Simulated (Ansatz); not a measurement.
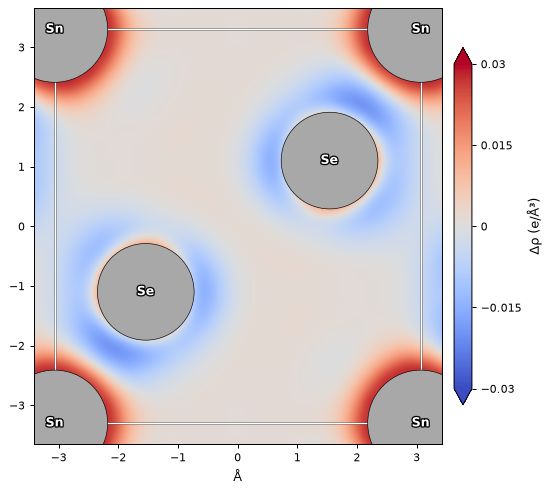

SnSe2. Difference of the valence pseudo-densities of two functionals at the same geometry, on the (110) plane of the calculation cell: one of LDA and PBE0 less the other.

Space group P-3m1.

Both computed with Ansatz (plane waves, PAW), on the same k-point mesh. Grey discs cover the atomic cores.

```xyz
3
Lattice="3.8110 0.0000 0.0000 -1.9055 3.3004 0.0000 0.0000 0.0000 6.1360" Properties=species:S:1:pos:R:3 pbc="T T T"
Sn    0.0000    0.0000    0.0000
Se    1.9055    1.1001    4.6081
Se    0.0000    2.2003    1.5279
```

Which was subtracted from which, and what does the map show?

Answer. It is LDA less PBE0. Against PBE0, LDA gives more density around Sn (+0.019 e/Å³ on average at 1.0 Å from the nucleus), less density around Se (−0.007 e/Å³ on average at 1.0 Å from the nucleus) and a change of −0.012 e/Å³ at the midpoint of Sn–Se.
